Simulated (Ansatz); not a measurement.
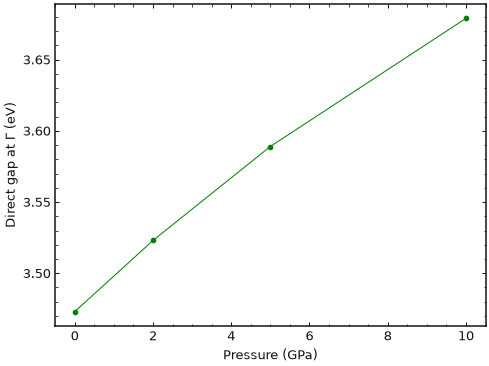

Direct gap at Γ.

System: fluorite-type CdF2, space group Fm-3m, 3 atoms in the primitive cell. Cell and atoms are relaxed at each pressure; at 0 GPa, cubic a = 5.481 Å. Method: PBE, Ansatz PAW, no spin polarisation, no spin-orbit coupling, 9×9×9 k mesh, 420 eV cutoff (Ansatz).

How does this gap move from 0 GPa to 10 GPa?

Γ rises by 0.21 eV.

What is the pressure coefficient?

A straight line through the points has a slope of +20 at Γ (meV per GPa).

The values:
```
pressure  Γ (eV)  volume (Å³/atom)
   0 GPa    3.47             13.72
   2 GPa    3.52             13.45
   5 GPa    3.59             13.09
  10 GPa    3.68             12.58
```

The smallest gap over all k points computed is 2.94, 3.02, 3.12 and 3.26 eV in turn; it lies up to 0.53 eV under the lowest value plotted. LDA, GGA and most meta-GGA functionals understate gaps. A mesh with an odd division misses points of the zone boundary, where a smaller gap can lie.
